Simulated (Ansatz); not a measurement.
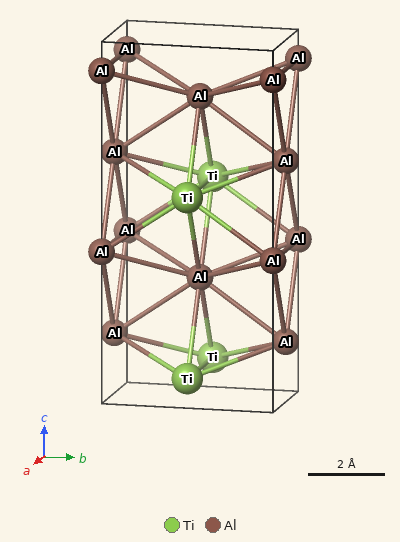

Fig. 1: The structure as given in the input (ball-and-stick view of the cell of the calculation, seen slightly off an axis). An atom can appear more than once, as a periodic image. Near neighbours in the periodic cell (some may lie outside the picture): Ti has 10 Al at 2.81 to 2.84 Å and 2 Ti at 2.78 Å; Al has 8 Al at 2.78 to 2.85 Å and 4 Ti at 2.81 to 2.84 Å; Al has 10 Al at 2.78 to 2.85 Å and 2 Ti at 2.82 Å.

**Single-point calculation of TiAl3**

- system: TiAl3 (8 atoms in the cell)
- method: DFT PBEsol, scalar-relativistic, plane waves, PAW, no spin polarisation (Ansatz 0.2.0)

The structure derives from a Materials Project entry. It belongs to a series of runs on one base structure; here: the relaxed cell repeated 2 times.

## Input file
```yaml
crystal:
  lattice:
    - [2.7813912067, 0.0, 0.0]
    - [0.0, 4.6710700316, 0.0]
    - [0.0, 0.0, 9.7868060773]
  atoms:
    - { symbol: Ti, position: [0.0, 0.5, 0.0815841035] }
    - { symbol: Ti, position: [0.0, 0.5, 0.5815841035] }
    - { symbol: Al, position: [0.5, 0.5, 0.3320232623] }
    - { symbol: Al, position: [0.5, 0.5, 0.8320232623] }
    - { symbol: Al, position: [0.5, 0.0, 0.1665550908] }
    - { symbol: Al, position: [0.5, 0.0, 0.6665550908] }
    - { symbol: Al, position: [0.0, 0.0, 0.4198370434] }
    - { symbol: Al, position: [0.0, 0.0, 0.9198370434] }
basis:
  ecutwfc: 420
kpoints:
  mp_grid: { grid: [12, 8, 4] }
hamiltonian:
  xc: pbesol
scf:
  occupations: { method: gaussian, width: 0.15 }
output:
  forces: true
  stress: true
  eigenvalues: true
  write_density: true
  write_potential: true
  elf: true
  volumetric_format: npy
```

Hardware: 2 threads of AMD EPYC (Zen 3), 32 GiB of memory available, shared host.

Run as:
```bash
ansatz run input.yaml --threads 2 --pin off --max-ram 5120MiB --backend cpu --events-out ev --progress --plain --runs-dir out
```

## Output
```
Engine: ansatz 0.2.0, x86_64-unknown-linux-gnu
Pseudopotentials: kind: paw
Pseudopotential: Ti, paw, valence charge 12, recommended cutoff 420 eV (normal), Ti.paw.azcp
Pseudopotential: Al, paw, valence charge 3, recommended cutoff 420 eV (normal), Al.paw.azcp
Functional definition: PBEsol
  exchange = pbesol_x
  correlation = pbesol_c
Crystal: 8 atoms, lattice volume = 127.151 Å³
Basis set: ecut = 420 eV, 2479 PW (Γ), exchange–correlation on 40×64×144 points (8 copies of the dense FFT grid, shifted against one another)
Bands: 29, of which v1, the nominal top of the filled ones, is band 21 counted from 1 (20 counted from 0)
Symmetry: 8 space group operations
Space group: Pmm2 (ITA 25), of the structure as read, at distance tolerance 5.0e-5 Å
k-points: 105 of 384 (time reversal used)
Non-local potential: Ti, projectors of the file, l = 0: 3, l = 1: 2, l = 2: 3, l = 3: 1
Non-local potential: Al, projectors of the file, l = 0: 2, l = 1: 2, l = 2: 1
PAW form: soft (Blöchl's): semilocal exchange-correlation on the pseudo side does not see the compensation charge
PAW frozen core: Ti, regenerated for the run's functional, and the local potential with it (the file was generated under x = pbe(κ = 0.804, μ = 0.2195149727645171), c = pbe(β = 0.06672455060314922))
PAW frozen core: Al, regenerated for the run's functional, and the local potential with it (the file was generated under x = pbe(κ = 0.804, μ = 0.2195149727645171), c = pbe(β = 0.06672455060314922))
PAW one-centre angular grid: Ti, 590 points (default); XC on 64 Gauss nodes
PAW one-centre angular grid: Al, 110 points (default); XC on 64 Gauss nodes
Initial density: superposition of atomic densities (neutral atoms: chi_scale 0, normalization atom), corrected by the library's trained network
Initial wavefunctions: pseudopotential atomic-orbital guess
Functional: x = pbesol(κ = 0.804, μ = 0.12345679012345678), c = pbesol(β = 0.046)
SCF iter   1: F=—  HF=-8097.069400 eV  |F-HF|=—  |Δ(HF+E_count)|=         —  Δρ=4.15e-3  dr2=2.80e-2  ethr=1.77e-3  ⟨swp⟩=6.1  Hψ=14731  notcnv=0
preconditioner: auto → Kerker (q_TF=auto, 2.268 Å⁻¹)  [metal: Δε(μ)=0.017 eV  Ē_g=5.206 eV  σ=0.150 eV  W_gap=0.06  n_scr=18 (ndim 8)  ℏωp=16.8 eV  f_vac=0.000  D(μ)=5.45/eV (n_scr^D=50)]
SCF iter   2: F=—  HF=-8097.064690 eV  |F-HF|=—  |Δ(HF+E_count)|=   4.71e-3  Δρ=2.06e-3  dr2=8.14e-3  ethr=6.68e-5  ⟨swp⟩=1.0  Hψ=3886  notcnv=0
SCF iter   3: F=—  HF=-8097.062818 eV  |F-HF|=—  |Δ(HF+E_count)|=   1.87e-3  Δρ=3.35e-4  dr2=2.62e-4  ethr=1.94e-5  ⟨swp⟩=2.0  Hψ=3891  notcnv=0
SCF iter   4: F=—  HF=-8097.062755 eV  |F-HF|=—  |Δ(HF+E_count)|=   6.24e-5  Δρ=4.84e-5  dr2=3.03e-6  ethr=6.23e-7  ⟨swp⟩=2.0  Hψ=4054  notcnv=0
SCF iter   5: F=—  HF=-8097.062749 eV  |F-HF|=—  |Δ(HF+E_count)|=   5.92e-6  Δρ=1.30e-5  dr2=1.98e-7  ethr=7.20e-9  ⟨swp⟩=2.1  Hψ=4501  notcnv=0
SCF iter   6: F=-8097.062749 eV  HF=-8097.062749 eV  |F-HF|=8.20e-9  |Δ(HF+E_count)|=   6.20e-8  Δρ=3.40e-6  dr2=1.19e-8  ethr=2.38e-10  ⟨swp⟩=11.2  Hψ=17866  notcnv=0
SCF 1 converged in 6 iterations: F = -8097.062749 eV  dr2 = 1.19e-8
  greatest PAW one-centre occupation: 0.999 electrons in one spin orbital (limit 2), on the Ti atom at site 1 (counted from 0), in its partial waves of l = 0
```

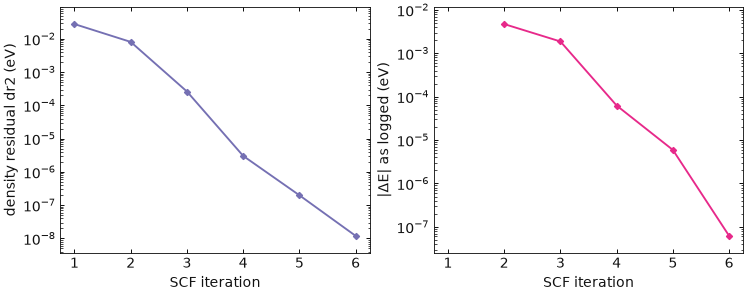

Fig. 2: Convergence of the self-consistent field: density residual dr2 and size of the energy change against the SCF iteration. The residual falls at every step.

```
SCF converged after 6 iterations
Free energy (F): -8097.062749 eV
Harris-Foulkes:  -8097.062749 eV  (|F-HF|=8.20e-9)
Internal energy: -8097.001406 eV  (E = F + TS)
E sigma→0 (E₀):  -8097.032078 eV
Entropy (-TS):   -0.061343 eV (-7.668 meV/atom)
Fermi energy:    9.548332 eV
--- Per-component energies (eV) ---
  E_band       = -303.547734
  E_kinetic    = 687.549032
  E_local      = -2577.269766  (includes V_loc(G=0)·N_el)
  E_nonlocal   = 83.116958
  E_hartree    = 1144.484282
  E_xc         = -432.319075
  E_vxc        = -421.187046  (∫ρ·V_xc dr)
  E_paw        = -4774.992071  (= ΣΔE_a)
  E_vpaw       = -364.725481  (= ΣTr[D̂ρ^β])
  E_aug_tail   = 0.000220  (compensation charges beyond the density's cutoff)
  E_ewald      = -2227.964589
  E_core_change = 0.393603  (= ΣΔE_core)
  E_smearing   = -0.061343  (= −TS)
  E_closure    = -0.000000  (closes the sum)
  Σ components = -8097.062749   (vs F -8097.062749, Δ=0.00e0)
--- Forces (eV/Å), atoms counted from 1 ---
  atom   1  Ti     0.00000000    -0.00000000    -0.01299896
  atom   2  Ti     0.00000000    -0.00000000    -0.01299896
  atom   3  Al     0.00000000     0.00000000     0.01075420
  atom   4  Al     0.00000000     0.00000000     0.01075420
  atom   5  Al    -0.00000000    -0.00000000    -0.00438887
  atom   6  Al     0.00000000    -0.00000000    -0.00438887
  atom   7  Al     0.00000000     0.00000000     0.00661417
  atom   8  Al     0.00000000     0.00000000     0.00661417
  max |Σ_I F_I| component: 3.89e-5 eV/Å
--- Stress (GPa, compression-positive) ---
        0.044455       0.000000      -0.000000
        0.000000      -0.065423       0.000000
       -0.000000       0.000000       0.108923
  P = ⅓ Tr σ = 0.0293 GPa (0.293 kbar)
--- Band table (eV; the first three rows and the last of 105) ---
  k-point 0: bands = ["-46.6259", "-46.6258", "-23.0693", "-23.0672", "-23.0671", "-23.0667", "-22.6524", "-22.6524", "-0.7049", "0.4271", "1.4121", "4.3430", "5.6177", "5.9670", "6.0473", "6.8377", "7.2141", "7.3625", "8.4122", "8.6864", "9.1074", "9.2054", "11.8449", "11.9753", "12.0679", "12.1397", "12.1513", "12.1994", "12.2814"]
  k-point 1: bands = ["-46.6259", "-46.6258", "-23.0689", "-23.0672", "-23.0671", "-23.0671", "-22.6524", "-22.6524", "-0.6095", "0.0980", "1.9041", "3.7759", "5.7704", "5.9780", "6.0348", "6.6235", "7.4041", "8.0030", "8.4524", "8.6462", "9.0390", "9.0797", "11.7033", "11.8922", "11.9884", "12.0196", "12.0538", "12.1414", "12.1496"]
  k-point 2: bands = ["-46.6259", "-46.6259", "-23.0680", "-23.0680", "-23.0672", "-23.0672", "-22.6524", "-22.6524", "-0.3300", "-0.3300", "2.8038", "2.8038", "6.0056", "6.0056", "6.1103", "6.1103", "8.2795", "8.2795", "8.5493", "8.5493", "8.8272", "8.8272", "11.4196", "11.4196", "12.0206", "12.0206", "12.0245", "12.0245", "12.1455"]
  k-point 104: bands = ["-46.5567", "-46.5567", "-23.1894", "-23.1894", "-23.0041", "-23.0041", "-23.0003", "-23.0003", "4.8660", "4.8660", "5.6391", "5.6391", "6.0764", "6.0764", "6.2450", "6.2450", "7.5971", "7.5971", "8.0487", "8.0487", "8.3583", "8.3583", "10.2259", "10.2259", "11.0361", "11.0361", "11.4482", "11.4482", "11.8352"]
```

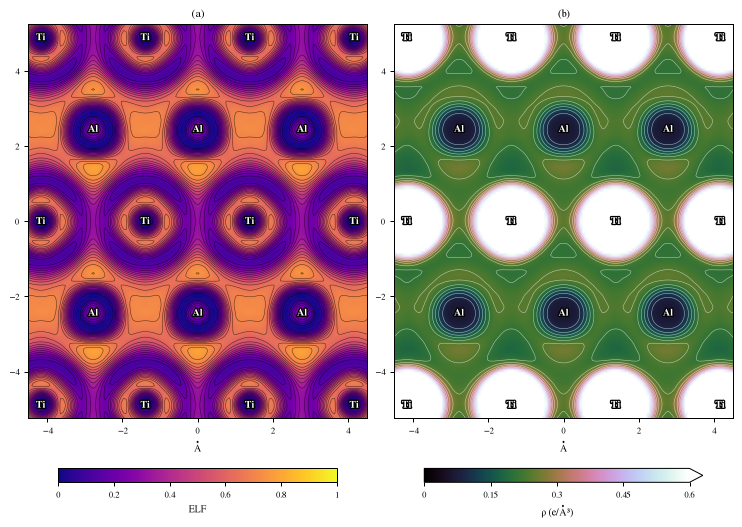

Fig. 3: (a) ELF; (b) valence charge density (pseudo) on the (010) plane of the calculation cell. Al–Al (2.78 Å): the density is about 0.23 e/Å³ at the midpoint; the ELF peaks at about 0.75 between the atoms (localised, shared-pair bonding). Ti–Ti (2.78 Å): the density is about 0.25 e/Å³ at the midpoint; the ELF is about 0.30 at the midpoint (no localised pair between them). Ti–Al (2.81 Å): the density is about 0.22 e/Å³ at the midpoint; the ELF is about 0.40 at the midpoint, which marks metallic bonding. Away from the nuclei the density in this plane falls to 0.18 e/Å³ at its lowest. The strong features right at Ti lie inside the PAW spheres (semicore, d or f shells) and say nothing about bonding. Core electrons are frozen (PAW), so the fields are smoothed inside the atomic spheres.

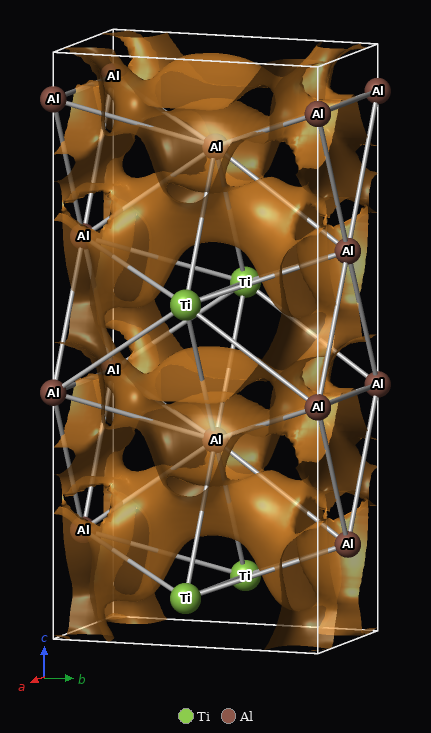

Fig. 4: Isosurface of the electron localisation function at 0.55 (orange), seen slightly off an axis. Core shells and regions of very low density are left out. Sticks mark near contacts. The outline is the calculation cell. The ELF exceeds this value in one network that runs through the whole crystal, counted in one cell of 8 atoms.  Values along the shortest contacts: Al–Al (2.78 Å): the ELF peaks at about 0.75 between the atoms (a covalent bond). Ti–Ti (2.78 Å): the ELF is about 0.30 at the midpoint; no shared electron pair.

## Summary

```csv
quantity,value
outcome,converged
space group (tolerance 0.01 Å),Pmm2 (25)
electrons treated,42
free energy,−8097.0627 eV
Fermi energy,9.548 eV
gap on the k-point mesh,none (metallic)
pressure,0.03 GPa
largest force (length of the vector),0.013 eV/Å
wall time,13 s (CPU time 26 s)
peak memory,0.59 GiB
```
